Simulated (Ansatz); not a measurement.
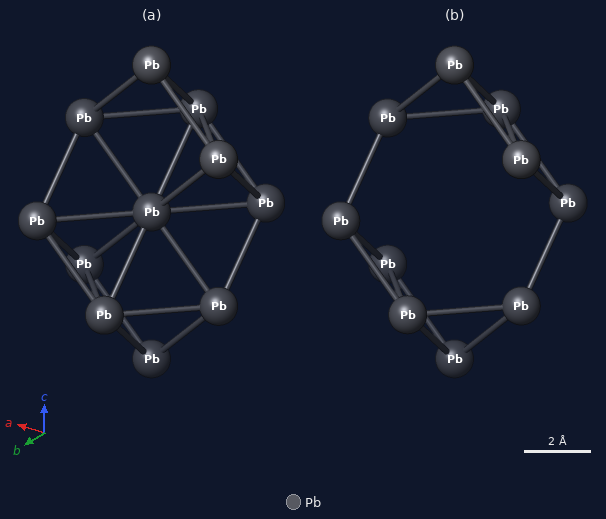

Left: perfect Pb. Right: the same region with one point defect, after relaxing the atoms in a supercell of 16 sites. A ball-and-stick model of the atoms within 5.4 Å of one point, in a slice 5.0 Å thick across the line of sight, seen from a free direction.

Theory: Ansatz 0.2.0, DFT PBE, scalar-relativistic, plane waves, PAW. Set-up: plane-wave cutoff 420 eV; k-point mesh 4 × 4 × 4; occupations gaussian; smearing width 0.1 eV; no spin polarisation. The cell is small and the k-mesh coarse, so the numbers are rough. The axes drawn are those of the host's conventional cell.

Q: What kind of defect was made?

A: A lead atom is taken out (a vacancy).

The charge state of the cell is 0.

Q: How does the lattice respond?

A: Around the empty Pb site the host had 12 Pb at 3.56 Å; after relaxation the nearest atoms are 12 Pb at 3.55 Å. Of the host's atoms, a lead atom moves furthest from its site, by 0.02 Å. At a tolerance of 0.02 Å the relaxed supercell has space group Im-3m.
